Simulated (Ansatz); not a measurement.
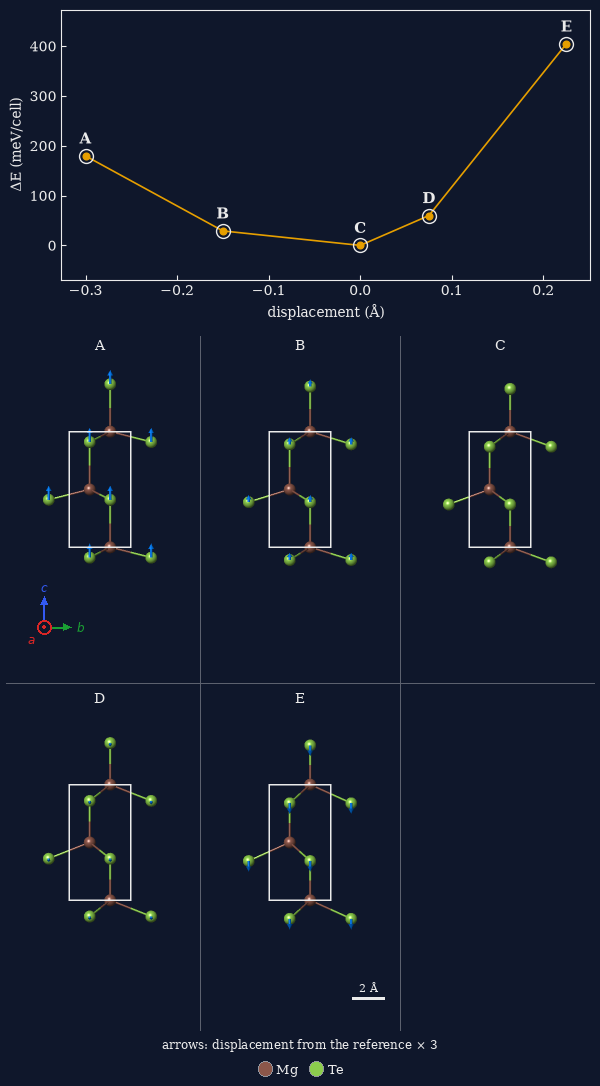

A crystal of MgTe (P6_3mc): the whole Te sublattice is shifted rigidly, towards the nearest copy of atom 1 (Mg) at 2.736 Å, all else fixed. The lettered frames are marked on the plot. A ball-and-stick model of the cell of the calculation, seen along the a axis. Blue arrows: displacements from the reference.

All numbers below come from Ansatz, DFT LDA, scalar-relativistic, plane waves, PAW. (plane-wave cutoff 420 eV; k-point mesh 9 × 9 × 4; occupations gaussian; smearing width 0.05 eV; no spin polarisation). Energies (free energies at the smearing named) are counted from the cell as listed in its source, which wasn't relaxed.

**Read off the main features of the energy profile.**

The lowest computed point lies at the displacement 0.00 Å (0 meV/cell). At the ends of the scan the energy is 180 meV/cell (−0.30 Å) and 404 meV/cell (0.225 Å). At the highest point the shortest interatomic distance is 2.51 Å, against 2.74 Å in the reference. The distortion keeps the space group P6_3mc.
